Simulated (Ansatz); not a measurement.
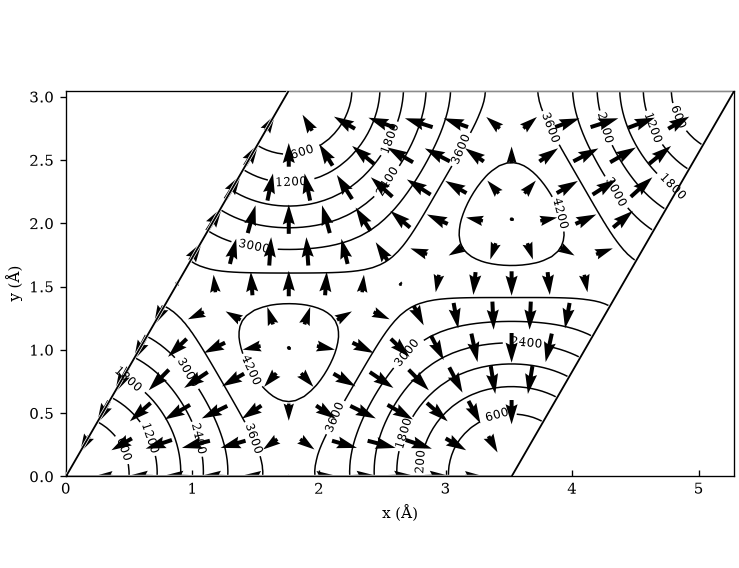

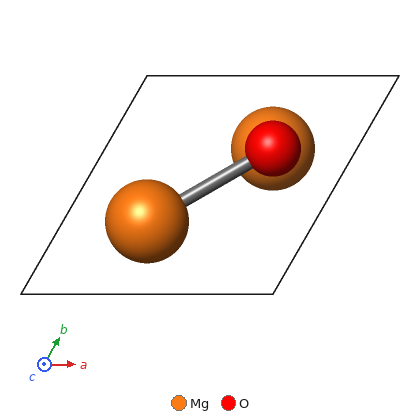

Energy landscape of MgO (P6_3/mmc, No. 194; 12 atoms in the cell). Gamma surface: rigid slide across a plane, one fault a cell; the plane is (0 0 1) of the conventional cell, and the faces at the cut hold Mg/O and Mg/O. Places are given modulo a cell vector. The map is drawn in real space over the plane of the slide. Nothing is relaxed (rigid halves, spacing across the cut fixed). Grid: 12 × 12 points; 31 points were computed and 113 follow by symmetry. All energies are given in mJ/m² relative to the lowest grid point. Computed with DFT PBE, scalar-relativistic, plane waves, PAW in Ansatz. Settings: cutoff 520 eV, k-mesh 7×7×2 in the order of the run's cell vectors, gaussian smearing 0.05 eV, no spin polarisation.

Drawn: contour lines labelled in mJ/m², dots at the grid points, arrows along the force (downhill), their lengths compressed, the outline of one cell of the plane. Between grid points the surface is interpolated. The second picture is the structure at the lowest point

Describe this landscape.

The lowest grid point is at (0/12, 0/12) of the cell vectors. It is the only kind of minimum in the scanned range. The highest grid point, (4/12, 4/12) of the cell vectors, lies 4536 mJ/m² above the lowest. On the interpolated surface the easiest way out of the lowest well to its copy in the next cell or period passes a barrier of about 3700 mJ/m². The gap on the k-mesh is 3.3 eV at the lowest point and runs from 0.9 to 3.3 eV over the map.

The whole map (31 points run) took 15 min on 2 threads of Arm Neoverse N1, with other jobs on the host.

PAW datasets: the set soft_1.
